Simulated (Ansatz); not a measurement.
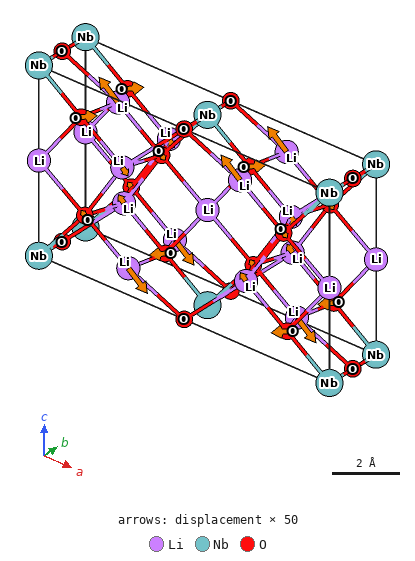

A relaxation of crystalline Li₅NbO₅ (set up in C2/m). The starting structure is drawn; orange arrows show the displacements (the part carried along by the change of the cell is left out), magnified 50 times.

The picture is a ball-and-stick view of the conventional cell (2 times the calculation's cell), seen slightly off an axis. Lengths and directions refer to the drawn axes.

Theory: DFT r2SCAN, scalar-relativistic, plane waves, PAW (Ansatz 0.2.0). (plane-wave cutoff 500 eV; k-point mesh 6 × 6 × 4; occupations gaussian; smearing width 0.02 eV; no spin polarisation; cell and atoms relaxed; force threshold 0.005 eV/Å; at most 80 steps)

**Atoms of which element are displaced furthest, and by how much?**

Lithium: up to 0.020 Å, against 0.011 Å for oxygen.

**What happened in the run?**

Over 4 accepted moves (5 points after the start) the energy falls by 10.0 meV per atom. The largest force component goes from 0.52 to 0.0046 eV/Å. The pressure goes from −6.43 to 0.02 GPa. The SCF was repeated once at an unchanged geometry on a basis and grid sized afresh for the cell, which shifted the energy by 0.2 meV per atom at most. The largest moves relative to the cell, 0.020 Å, are those of Li atoms. By element the largest moves are Li 0.020 Å, O 0.011 Å. Nb stays in place. The drawn cell changes as follows: a 9.864 → 9.672 Å (−1.9 %), b 4.065 → 4.010 Å (−1.4 %), c 5.885 → 5.788 Å (−1.7 %), β 108.9° → 108.8°; the volume changes by −4.8 %. Near-neighbour distances that change, for instance: Li–O 2.300 → 2.237 Å, Li–Nb 2.943 → 2.894 Å, Li–O 2.159 → 2.114 Å, Li–O 2.021 → 1.978 Å. The space group stays C2/m (No. 12).
